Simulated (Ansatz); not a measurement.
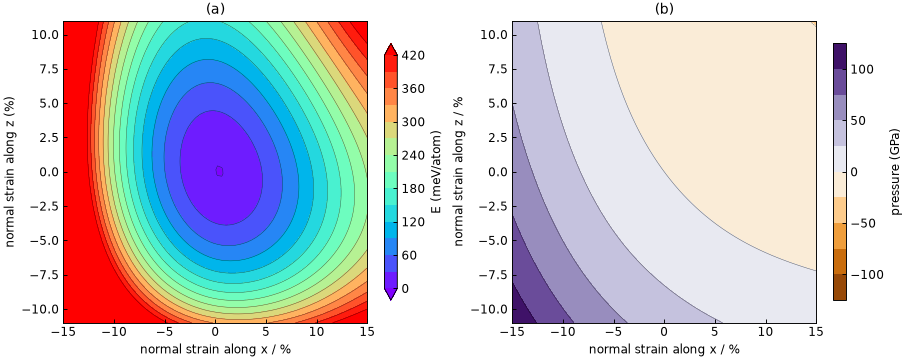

KTaO₃ (Pm-3m, No. 221; 5 atoms in the cell). 
- The energy is mapped over two homogeneous strains (x, y and z along the cube axes).
- The first coordinate is: normal strain along x; the second: normal strain along z.
- Nothing is relaxed (symmetry fixes all fractional coordinates).
- Grid: 5 × 5 points.
- Points are written as (first, second).
- Energies: meV/atom, counted from the lowest grid point.
- Method: Ansatz, DFT PBEsol, scalar-relativistic, plane waves, PAW. Settings: cutoff 520 eV, k-mesh 8×8×8, gaussian smearing 0.05 eV, no spin polarisation.

Panel (a) is the energy; panel (b) is the computed pressure, in GPa.

The picture shows filled contours, one colour for all values above the top of the scale. Between grid points the surface is interpolated.

**How does the pressure vary over the map, and what is it at the lowest grid point?**

It runs from −25 GPa at (15.0 %, 11.0 %) to 120 GPa at (−15.0 %, −11.0 %). At the lowest grid point, (0.0 %, 0.0 %), it is 0 GPa.

```csv
"normal strain along z ↓, normal strain along x →",−15.0,−7.5,0.0,7.5,15.0
11.0,39,4,−14,−22,−25
5.5,49,11,−9,−18,−22
0.0,64,22,0,−11,−16
−5.5,86,39,14,2,−5
−11.0,120,67,38,22,14
```
